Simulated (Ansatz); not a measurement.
Ni (P6/mmm, No. 191): the geometry relaxed with Ansatz, DFT PBEsol, scalar-relativistic, plane waves, PAW; the starting structure was generated, so it need not be a known form of this composition.

```
Ni
1.0
     3.92654    0.00000    0.00000
    -1.96327    3.40048    0.00000
     0.00000    0.00000    2.37904
Ni
3
Direct
  0.00000 0.00000 0.00000
  0.33333 0.66667 0.50000
  0.66667 0.33333 0.50000
```

> What will a dark-field STEM-like image along [001] show? Simulated incoherent Z contrast: every atom adds Z^1.7 spread by a probe of 1.11 Å full width; channelling and multiple scattering are left out. The probe carries 25 % of its weight in a tail 2.5 times as wide. The speckle of an amorphous layer was added.

The columns repeat on a hexagonal net with a repeat of 2.27 Å (plane group p6mm). All columns are alike (Ni). The shortest distance between visible columns is 2.27 Å in projection. Along the beam the structure repeats every 2.38 Å.

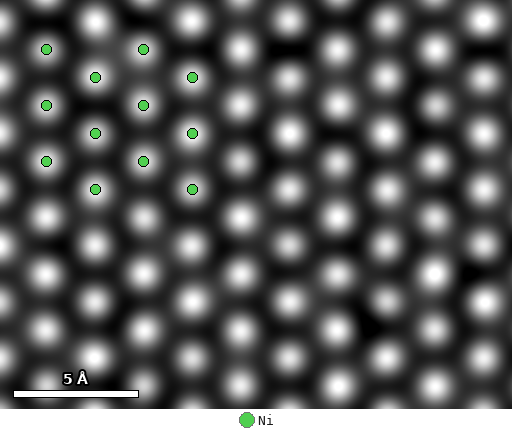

The simulated image, with the columns of the model marked in one corner.
